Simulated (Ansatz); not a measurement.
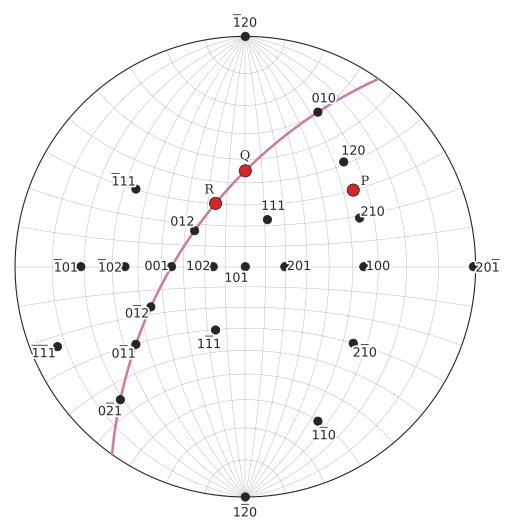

Stereographic projection of plane normals (upper hemisphere) centred on (1 0 1). Crystal: Al, the input geometry of an electronic-structure calculation (not necessarily at equilibrium); the starting structure was generated, so it need not be a known form of this composition. The drawing is computed from the coordinates (standard cell, symmetry found to 0.002 Å).

a = 4.519 Å, b = 4.519 Å, c = 2.796 Å, α = 90.00°, β = 90.00°, γ = 120.00°.

Index the poles marked P, Q, R.

Answer. P is (1 1 0), in four indices (1 1 −2 0), 59.8° from the centre; Q is (0 2 1), in four indices (0 2 −2 1), 45.2° from the centre; R is (0 1 1), in four indices (0 1 −1 1), 33.8° from the centre.

Which zone does the coloured great circle trace?

Answer. The zone [1 0 0]: its poles satisfy h = 0.

What is the angle between the normals of (1 −1 0) and (1 0 1), and what are their d_hkl = 1/|g|?

Answer. 73.1°; d = 3.913 Å and 2.275 Å.
